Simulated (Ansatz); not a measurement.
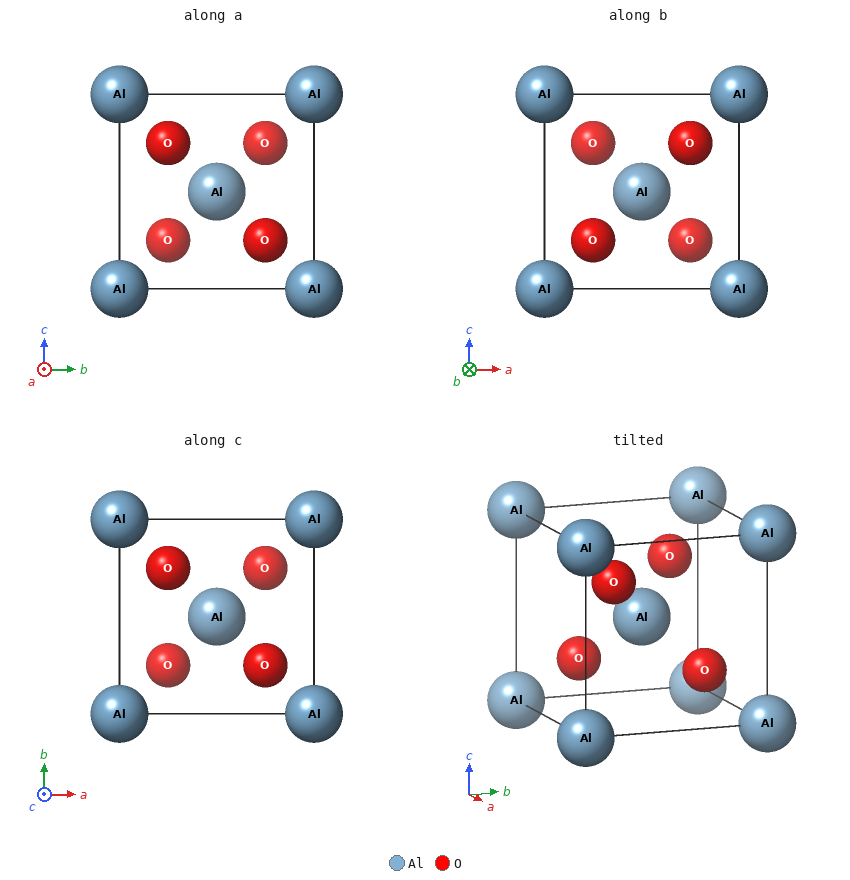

A spheres-only rendering, viewed along the a axis, along the b axis, along the c axis and slightly off an axis. The wireframe shows the conventional unit cell.

Lattice parameters: a = 4.079 Å, b = 4.079 Å, c = 4.079 Å, α = 90.00°, β = 90.00°, γ = 90.00°.

> Convert the drawing into a table of Wyckoff sites.

Space group Pn-3m:1 (No. 224).
```tsv
atom	site	x	y	z
Al	2a	0.0000	0.0000	0.0000
O	4b	0.7500	0.2500	0.7500
```

Starting structure: a random cell made by a generator, so it need not be a real form of the compound. Earlier steps of the study, as a rule a relaxation of our own, may have changed the cell and positions, so they can lie some per cent off the listed ones. Ansatz was used for an electronic-structure calculation on it.
